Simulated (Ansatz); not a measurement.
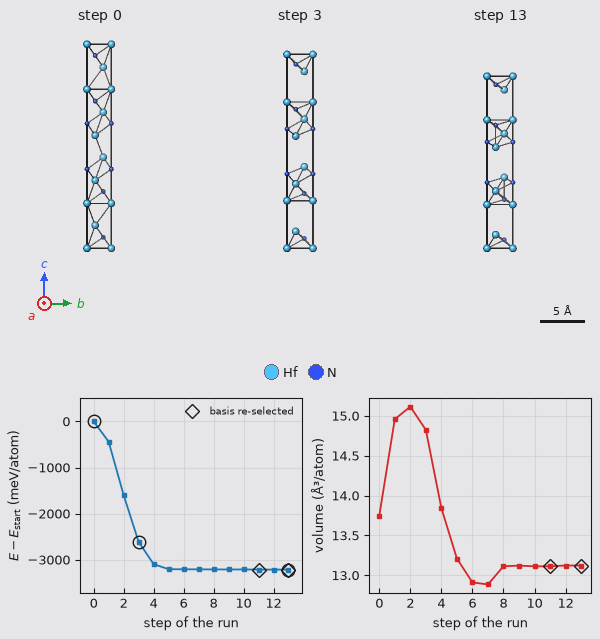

Frames of a relaxation of a crystal of Hf₃N₂ (set up in R-3m), marked on the history of the run. Style: ball-and-stick. Shown: the conventional cell (3 times the calculation's cell), along the a axis. Lengths and directions refer to the drawn axes.

Case: relaxed kmesh: [1, 1, 1] Gamma-centred.

These are results of DFT PBEsol, scalar-relativistic, plane waves, PAW (Ansatz 0.2.0), not measurements.

Input file:
```yaml
crystal:
  lattice:
    - [1.5994260774, 0.9234290764, 7.7548432223]
    - [-1.5994260774, 0.9234290764, 7.7548432223]
    - [0.0, -1.8468581527, 7.7548432223]
  atoms:
    - { symbol: Hf, position: [0.77941866, 0.77941866, 0.77941866] }
    - { symbol: Hf, position: [0.22058134, 0.22058134, 0.22058134] }
    - { symbol: Hf, position: [0.0, 0.0, 0.0] }
    - { symbol: "N", position: [0.61191553, 0.61191553, 0.61191553] }
    - { symbol: "N", position: [0.38808447, 0.38808447, 0.38808447] }
basis:
  ecutwfc: 420
kpoints:
  mp_grid: { grid: [1, 1, 1] }
hamiltonian:
  xc: pbesol
scf:
  occupations: { method: gaussian, width: 0.1 }
output:
  forces: true
  stress: true
  eigenvalues: true
relax:
  adjacent_minimum: "off"
  f_tol: 0.01
  max_steps: 60
  cell: { stress_tol: 0.05 }
```

Run as
```bash
ansatz run input.yaml --threads 1 --pin off --max-ram 2560MiB --backend cpu --events-out ev --progress --plain --runs-dir out
```

**Describe the path.**

The largest moves relative to the cell, 0.66 Å, are those of Hf1 and Hf2. Hf1 goes along −c. By element the largest moves are Hf 0.66 Å, N 0.11 Å. The drawn cell changes as follows: a = b 3.199 → 3.403 Å (+6.4 %), c 23.265 → 19.623 Å (−15.7 %); the volume changes by −4.5 %. Some distances before and after: Hf1–N4 3.897 → 2.520 Å, Hf1–Hf2 3.115 → 3.954 Å, Hf1–Hf3 3.208 → 2.506 Å, Hf1–N5 2.287 → 2.051 Å. Bond angles that change, for instance: Hf2–N4–Hf2 88.7° → 112.1°, Hf2–N4–Hf3 90.1° → 72.4°, Hf3–N4–Hf3 90.9° → 102.0°. The space group stays R-3m (No. 166). Over 11 accepted moves (13 points after the start) the energy falls by 3213 meV per atom. Largest force component: 3.9 eV/Å at the start, 0.0022 eV/Å at the end. Pressure: 23.73 GPa at the start and −0.01 GPa at the end. The SCF was repeated twice at an unchanged geometry on a basis and grid sized afresh for the cell, which shifted the energy by 2.8 meV per atom at most. From step 0 to 3: Hf atoms move most (0.56 Å), volume +7.9 %, energy −2611 meV per atom. From step 3 to 13: Hf atoms move most (0.16 Å), volume −11.5 %, energy −602 meV per atom.
